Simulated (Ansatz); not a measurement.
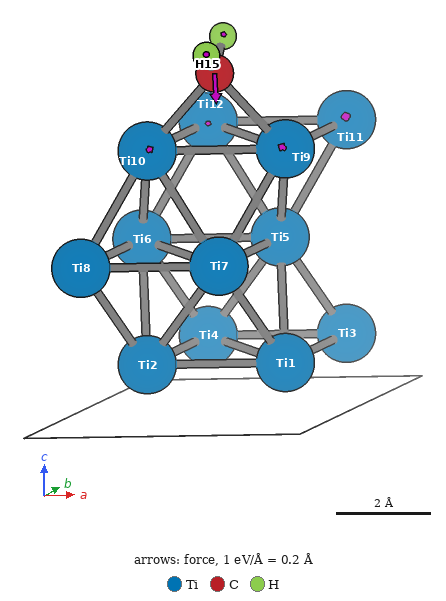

Starting geometry of a slab of composition Ti12H2C with the computed forces as purple arrows. Style: ball-and-stick. Shown: the cell of the calculation, outlined in the plane, without the vacuum (origin shifted), slightly off an axis.

It is CH2 on Ti(0001), set down by a guess. The run prepares an end point of a later path (molecule hop) calculation, from a guessed geometry. 4 atoms are held fixed.

These are results of DFT PBE, scalar-relativistic, plane waves, PAW in Ansatz, not measurements. (plane-wave cutoff 420 eV; k-point mesh 4 × 4 × 1; occupations gaussian; smearing width 0.05 eV; no spin polarisation; atoms relaxed in a fixed cell; force threshold 0.03 eV/Å; at most 60 steps)

What follows when this structure is relaxed?

Answer. It isn't relaxed: the largest force vector, on the C atom, is 3.42 eV/Å. The final displacements have little in common with the starting forces (cosine between the two patterns 0.24). After 16 geometry steps the energy has fallen by 1.406 eV per cell of the calculation. The largest force component goes from 3.4 to 0.0097 eV/Å. An H atom moves most: 1.46 Å at 65° to the normal (−c side). By element the largest moves are H 1.46 Å, C 1.28 Å, Ti 0.26 Å. The cell stays as it was. Among the contacts that change: C–Ti 4.011 → 2.771 Å, C–Ti 2.629 → 2.070 Å, C–Ti 2.417 → 2.886 Å, C–Ti 2.513 → 2.067 Å. Bond angles that change, for instance: Ti–C–H 139.7° → 172.9°, Ti–C–Ti 70.0° → 92.0°, Ti–C–H 121.9° → 107.3°. Cost: 2 min on 4 threads of Intel(R) Xeon(R) Platinum 8259CL CPU @ 2.50GHz (Skylake/Cascade Lake), on a shared host, peak memory 1.4 GiB.

Limits of the set-up: the periodic images lie only 5.9 Å apart, so the values are limited by the cell's size.
